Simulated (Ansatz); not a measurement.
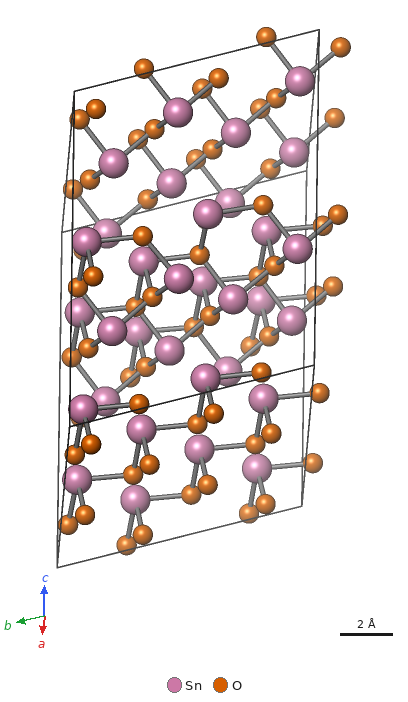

**Figure 1.** The structure (ball-and-stick view of the cell of the calculation, seen at an oblique angle; bonded neighbours outside the cell are drawn too). An atom can appear more than once, as a periodic image. Near neighbours in the periodic cell (some may lie outside the picture): Sn has 3 O at 2.13 to 2.17 Å; Sn has 2 O at 2.14 to 2.17 Å; O has 3 Sn at 2.13 to 2.17 Å.

## Single-point calculation, with input and output: Sn32O31 (part 1 of 2)

Sn32O31 (defect cell, 63 atoms in the cell), computed with DFT PBE, scalar-relativistic, plane waves, PAW, spin-polarised (Ansatz 0.2.0).

The structure derives from a Materials Project entry.

**The input**
```yaml
crystal:
  lattice:
    - [-6.71001, 0.0, -8.44394]
    - [-6.71001, 0.0, 8.44394]
    - [6.71001, 11.348208, 0.0]
  atoms:
    - { symbol: Sn, position: [0.9274789915, 0.1889542012, 0.1162951148] }
    - { symbol: Sn, position: [0.931329126, 0.6858243799, 0.6167586674] }
    - { symbol: Sn, position: [0.4283737319, 0.1875615457, 0.1142070819] }
    - { symbol: Sn, position: [0.9297132847, 0.1836085526, 0.6168452303] }
    - { symbol: Sn, position: [0.6826718108, 0.4331645651, 0.6153384456] }
    - { symbol: Sn, position: [0.4338242558, 0.6870424818, 0.6178149412] }
    - { symbol: Sn, position: [0.9269629949, 0.6859632041, 0.1143256131] }
    - { symbol: Sn, position: [0.6784300678, 0.9364969448, 0.1155040408] }
    - { symbol: Sn, position: [0.4304470244, 0.1846034062, 0.6148605898] }
    - { symbol: Sn, position: [0.161056684, 0.4375077432, 0.5985528804] }
    - { symbol: Sn, position: [0.676087247, 0.4372472206, 0.1132833441] }
    - { symbol: Sn, position: [0.4281866273, 0.6864848686, 0.1144890044] }
    - { symbol: Sn, position: [0.1777333353, 0.9373752118, 0.1149623863] }
    - { symbol: Sn, position: [0.6780934447, 0.9357186292, 0.6138304531] }
    - { symbol: Sn, position: [0.1790661662, 0.437178266, 0.1153892297] }
    - { symbol: Sn, position: [0.1829933424, 0.9327037722, 0.6155168871] }
    - { symbol: Sn, position: [0.0650746404, 0.0725139821, 0.3872754043] }
    - { symbol: Sn, position: [0.0630654797, 0.5712888475, 0.8843396736] }
    - { symbol: Sn, position: [0.5657164984, 0.0704090928, 0.3832616861] }
    - { symbol: Sn, position: [0.0619121807, 0.0730820803, 0.8856562256] }
    - { symbol: Sn, position: [0.8130621577, 0.320950058, 0.883987313] }
    - { symbol: Sn, position: [0.560780498, 0.5717391486, 0.8828517337] }
    - { symbol: Sn, position: [0.0703919336, 0.5577003257, 0.389436691] }
    - { symbol: Sn, position: [0.816645846, 0.819566506, 0.3859313209] }
    - { symbol: Sn, position: [0.5632366121, 0.0709441282, 0.8839725564] }
    - { symbol: Sn, position: [0.3111945523, 0.3222519857, 0.8827409075] }
    - { symbol: Sn, position: [0.831217746, 0.3197400294, 0.3896007384] }
    - { symbol: Sn, position: [0.5662478699, 0.5701764174, 0.3861147019] }
    - { symbol: Sn, position: [0.3130767735, 0.8174084484, 0.3832561863] }
    - { symbol: Sn, position: [0.8126852525, 0.8238706634, 0.8857375493] }
    - { symbol: Sn, position: [0.3149621123, 0.3232941422, 0.3879953912] }
    - { symbol: Sn, position: [0.3132682034, 0.821496689, 0.8843954836] }
    - { symbol: O, position: [0.0374957793, 0.9089894816, 0.9463807521] }
    - { symbol: O, position: [0.5394920297, 0.4074674101, 0.4486919843] }
    - { symbol: O, position: [0.0383318327, 0.407900664, 0.9463328589] }
    - { symbol: O, position: [0.7860443918, 0.6593361654, 0.9458997841] }
    - { symbol: O, position: [0.538638875, 0.908155434, 0.9464610523] }
    - { symbol: O, position: [0.0418431254, 0.9101428001, 0.4493782834] }
    - { symbol: O, position: [0.7913105491, 0.1533649078, 0.4466921223] }
    - { symbol: O, position: [0.53590559, 0.4075605326, 0.9433794718] }
    - { symbol: O, position: [0.2881609458, 0.6573438134, 0.9453194652] }
    - { symbol: O, position: [0.7911416869, 0.6568197107, 0.4480441613] }
    - { symbol: O, position: [0.5387390459, 0.9048013948, 0.4435135398] }
    - { symbol: O, position: [0.2896242784, 0.1575423338, 0.4467992758] }
    - { symbol: O, position: [0.7884929577, 0.1579992011, 0.9462847441] }
    - { symbol: O, position: [0.2936947959, 0.6554870423, 0.4474019796] }
    - { symbol: O, position: [0.2865914987, 0.1600205765, 0.9457594182] }
    - { symbol: O, position: [0.843302575, 0.9640608139, 0.0557258206] }
    - { symbol: O, position: [0.8469784028, 0.4602201397, 0.5541551596] }
    - { symbol: O, position: [0.3406945539, 0.9623732216, 0.0528171473] }
    - { symbol: O, position: [0.8440509556, 0.9592871105, 0.5547630006] }
    - { symbol: O, position: [0.5941228309, 0.2086060924, 0.5530877732] }
    - { symbol: O, position: [0.341907887, 0.4623813571, 0.5570896551] }
    - { symbol: O, position: [0.8400451631, 0.4612012033, 0.0519617186] }
    - { symbol: O, position: [0.5917058003, 0.7112425811, 0.0528401318] }
    - { symbol: O, position: [0.3448311406, 0.9590916034, 0.5528478485] }
    - { symbol: O, position: [0.0938686043, 0.215468584, 0.5557875861] }
    - { symbol: O, position: [0.5908437931, 0.2119715062, 0.0519072606] }
    - { symbol: O, position: [0.3416466708, 0.4612956302, 0.0527495459] }
    - { symbol: O, position: [0.0906409114, 0.7122282717, 0.0527853433] }
    - { symbol: O, position: [0.5958702318, 0.7109963244, 0.5552663589] }
    - { symbol: O, position: [0.0917778714, 0.2125240816, 0.055671896] }
    - { symbol: O, position: [0.0936238707, 0.7073264911, 0.5536113674] }
magnetization:
  spin_polarized: true
basis:
  ecutwfc: 420
  fft_grid_basis: typed
kpoints:
  mp_grid: { grid: [1, 1, 1] }
hamiltonian:
  xc: pbe
  pseudopotentials: { kind: paw }
scf:
  occupations: { method: gaussian, width: 0.05 }
  n_extra_bands: 23
output:
  forces: true
  stress: false
  eigenvalues: true
  bader: false
  write_density: false
  volumetric_format: npy
  populations: true
  band_densities:
    - { e_range: [-1.19, -0.58] }
    - { e_range: [0.58, 1.19] }
    - { e_range: [-0.62, -0.56] }
    - { e_range: [0.56, 0.76] }
    - { e_range: [-1.04, -0.98] }
    - { e_range: [2.77, 3.79] }
  dos:
    e_range: [-30, 8]
    de: 0.02
    method: { smearing: { sigma: 0.03, scheme: gaussian } }
    projected: { site_lists: { O: [O], Sn: [Sn] } }
checkpoint:
  read: start.run
  write: ck
  compress: false
  write_wavefunctions: false
  write_every: 100000
```

Hardware: 8 threads of Arm Neoverse V1, 24 GiB of memory available, shared host.

Run as:
```bash
ansatz run input.yaml --threads 8 --pin off --max-ram 16384MiB --backend cpu --events-out ev --progress --plain --runs-dir out
```

**Log**
```
Warning: checkpoint.read: spin seed differs: saved 79119660de6e…, current 4c33a39904eb…; the loaded state replaces the seed-built initial guess (but the starting_ns of a DFT+U solve that opens without the state's occupation matrices), so the run may converge into the producing seed's basin, or, where the symmetry group that follows from this deck's starting moments and starting_ns does not hold the saved magnetisation, lose that magnetisation at its first build. Where atoms have moved since the state was saved, this difference can also decide whether moments are moved with them. A self-consistent run of this deck without the state starts from its starting moments and, under a DFT+U term, its starting_ns
scf.n_extra_bands = 23 over 317 filled bands (N_el = 634.0): the run solves 340 bands
Engine: ansatz 0.2.0, aarch64-unknown-linux-gnu
Pseudopotentials: kind: paw
Pseudopotential: Sn, paw, valence charge 14, recommended cutoff 420 eV (normal), Sn.paw.azcp
Pseudopotential: O, paw, valence charge 6, recommended cutoff 420 eV (normal), O.paw.azcp
Functional definition: PBE
  parameter kappa = 0.804
  parameter beta = 0.06672455060314922
  exchange = pbe_x(kappa = kappa, mu = beta*pi^2/3)
  correlation = pbe_c(beta = beta)
Crystal: 63 atoms, lattice volume = 1285.954 Å³
Basis set: ecut = 420 eV, 25067 PW (Γ), exchange–correlation on 150×150×180 points (8 copies of the dense FFT grid, shifted against one another)
Bands: 340, of which v1, the nominal top of the filled ones, is band 317 counted from 1 (316 counted from 0)
Symmetry: 1 space group operations
Space group: P1 (ITA 1), of the structure as read, at distance tolerance 1.1e-4 Å
k-points: 1
Non-local potential: Sn, projectors of the file, l = 0: 2, l = 1: 2, l = 2: 2, l = 3: 2
Non-local potential: O, projectors of the file, l = 0: 2, l = 1: 2, l = 2: 1
PAW form: soft (Blöchl's): semilocal exchange-correlation on the pseudo side does not see the compensation charge
PAW one-centre angular grid: Sn, 590 points (default); XC on 64 Gauss nodes
PAW one-centre angular grid: O, 110 points (default); XC on 64 Gauss nodes
Initial density: read from a saved state, or passed on in memory by an earlier SCF of this step, an earlier step, the calling program or the single point that the run made first
Stability of the state it starts from, as read at its close in the collinear treatment: not read negative (Ritz values of 1 − χ₀K, real part plus size of imaginary part, from 0.68 to 0.71, by its mixing steps under no symmetry); its run was given moments
Initial wavefunctions: pseudopotential atomic-orbital guess
Functional: x = pbe(κ = 0.804, μ = 0.2195149727645171), c = pbe(β = 0.06672455060314922)
iter 1 solved again at ethr=5.05e-8 eV; its pass at ethr=3.10e-3 eV (dr2=3.20e-4 eV) is discarded
SCF iter   1: F=—  HF=-210361.770552 eV  |F-HF|=—  |Δ(HF+E_count)|=         —  Δρ=5.85e-7 (↑5.85e-7 ↓5.60e-7)  dr2=1.58e-8  dr2_m=2.50e-10  M=0.000 μB ∫|m|=0.000 μB  β_m=0.30  ethr=5.05e-8  ⟨swp⟩=4.0  Hψ=5050  notcnv=0
eigensolver tolerance schedule: the retry pair's looser diagonalisation over-reported the residual by 20204.73 of it (diagonalisation noise at 0.49 of the residual, at the tolerance the schedule requests for it); recorded, not acted on — ethr = c·dr2/N_el stays at c = 1.0e-1
preconditioner: auto → Resta (q_TF=auto, 2.425 Å⁻¹)  ε∞=3.6  [insulator: Δε(μ)=1.181 eV  Ē_g=16.314 eV  σ=0.050 eV  W_gap=1.00  n_scr=318 (ndim 8)  ℏωp=26.1 eV  f_vac=0.012  D(μ)=0.00/eV (n_scr^D=0)  ε∞_Penn≈3.6]
spin=Collinear: Resta preconditioning applied to the charge; magnetization (m = ρ↑ − ρ↓) channel mixes plain (no charge-response kernel on spin).
SCF iter   2: F=—  HF=-210361.771334 eV  |F-HF|=—  |Δ(HF+E_count)|=   7.83e-4  Δρ=2.88e-7 (↑2.88e-7 ↓2.31e-7)  dr2=3.15e-9  dr2_m=1.56e-10  M=0.000 μB ∫|m|=0.000 μB  β_m=0.31  ethr=2.50e-12  ⟨swp⟩=7.0  Hψ=2926  notcnv=0
SCF iter   3: F=-210361.771334 eV  HF=-210361.771334 eV  |F-HF|=1.19e-9  |Δ(HF+E_count)|=  4.37e-10  Δρ=1.57e-7 (↑1.57e-7 ↓1.49e-7)  dr2=1.09e-9  dr2_m=9.43e-11  M=0.000 μB ∫|m|=0.000 μB  ethr=1.00e-12  ⟨swp⟩=1.0  Hψ=1448  notcnv=0
SCF 1 converged in 3 iterations: F = -210361.771334 eV  dr2 = 1.09e-9
  greatest PAW one-centre occupation: 0.993 electrons in one spin orbital (limit 2), on the Sn atom at site 15 (counted from 0), in its partial waves of l = 2
NSCF: frozen V_eff on 1 k-points
SCF converged after 3 iterations
Magnetization: 0.0000 μB (317.0000 up, 317.0000 down)
Absolute magnetization: 0.0001 μB (∫|ρ↑−ρ↓|, with the PAW one-centre terms)
Spin contamination: 0.0000 ħ² per cell (⟨S²⟩ above its minimum at these occupations)
Per-site moments (μB) at R_I (Å): [(7.81619733343211e-9, 0.880315176439004), (2.5017456687709817e-8, 0.8796136307927099), (-2.4656887888776462e-8, 0.8832425399129346), (1.2612671760470598e-8, 0.8811197457527946), (1.9946938762203782e-8, 0.8809290576920796), (1.372860010540298e-8, 0.8828348009506536), (-2.471244087206928e-8, 0.8832302800416569), (-4.055806461750742e-9, 0.8814061872548096), (5.7383283585013805e-9, 0.880872413334835), (3.903427332827304e-7, 0.8923882249558134), (-9.975049441736595e-10, 0.8835688378846415), (-1.4035215721608703e-8, 0.8810699406871225), (-3.1490309413625136e-8, 0.8800833584182507), (5.970399879487757e-9, 0.8822173502950955), (-4.5575987959466244e-9, 0.8814736099016596), (2.0036482238167986e-8, 0.8806298837816622), (-1.2358710607987587e-8, 0.8834278295423474), (2.4804680470732584e-9, 0.8818584804916184), (2.4607544969298546e-9, 0.8822199855417967), (-4.540809650536783e-9, 0.8826537857341823), (-6.2566379037090115e-9, 0.879739074581225), (-3.949897037147153e-9, 0.8810393232382154), (-1.8878394867157735e-7, 0.8860158536047105), (3.0774882912674135e-9, 0.8818609781720362), (-6.277978085911555e-9, 0.8798104059748018), (-3.86610510272981e-9, 0.8811452268949052), (-1.7922297550959371e-7, 0.8846519808650857), (2.5689416929853315e-9, 0.8814803104574425), (2.269474076382735e-9, 0.8814592761724362), (-4.447189496778715e-9, 0.8825336310511155), (-1.0980404394153897e-8, 0.8827223452540969), (2.2415362025334223e-9, 0.8818925194215327), (1.5153979530126384e-8, 0.8800833584182507), (-4.2945079149970453e-7, 0.8809290576920796), (4.1216637500362636e-8, 0.8814736099016596), (-1.0295610156159736e-7, 0.8832302800416569), (4.826988983799988e-8, 0.8814061872548096), (-4.243767563702171e-7, 0.8806298837816622), (-5.013195387307474e-7, 0.8811197457527946), (1.3882071571777763e-8, 0.8835688378846415), (1.9413036252718748e-7, 0.8810699406871225), (-3.273350637263052e-7, 0.8796136307927099), (-1.6064285878499674e-7, 0.8822173502950955), (-3.439740705773096e-7, 0.880872413334835), (-8.656836034100336e-8, 0.880315176439004), (-5.123638434980292e-7, 0.8828348009506536), (-1.0461191908974053e-7, 0.8832425399129346), (-1.879015779670676e-7, 0.8825336310511155), (-4.672280938068148e-7, 0.8846519808650857), (-7.365721947293858e-8, 0.8818925194215327), (-4.803231507960856e-7, 0.8818609781720362), (-6.257336928047974e-7, 0.8822199855417967), (4.031972895745468e-7, 0.8827223452540969), (-1.8848250390795e-7, 0.879739074581225), (-2.6684647753979066e-7, 0.8810393232382154), (-6.197592656858841e-7, 0.8814592761724362), (4.267758665156084e-7, 0.8834278295423474), (-1.897733024934884e-7, 0.8798104059748018), (-2.6707167836951253e-7, 0.8811452268949052), (-6.230495434940662e-8, 0.8818584804916184), (-4.784369588643342e-7, 0.8814803104574425), (-1.893008506027819e-7, 0.8826537857341823), (-4.6750290013427993e-7, 0.8860158536047105)]
Free energy (F): -210361.771334 eV
Harris-Foulkes:  -210361.771334 eV  (|F-HF|=1.19e-9)
Internal energy: -210361.771334 eV  (E = F + TS)
E sigma→0 (E₀):  -210361.771334 eV
Fermi energy:    8.190467 eV
--- Per-component energies (eV) ---
  E_band       = -4107.956534
  E_kinetic    = 11359.383419
  E_local      = -48433.734287  (includes V_loc(G=0)·N_el)
  E_nonlocal   = 459.857143
  E_hartree    = 25461.482914
  E_xc         = -14518.720414
  E_vxc        = -5972.326027  (∫ρ·V_xc dr)
  E_paw        = -137244.442943  (= ΣΔE_a)
  E_vpaw       = -12444.174616  (= ΣTr[D̂ρ^β])
  E_aug_tail   = 0.074705  (compensation charges beyond the density's cutoff)
  E_ewald      = -47445.671872
  E_smearing   = -0.000000  (= −TS)
  E_closure    = 0.000000  (closes the sum)
  Σ components = -210361.771334   (vs F -210361.771334, Δ=0.00e0)
```
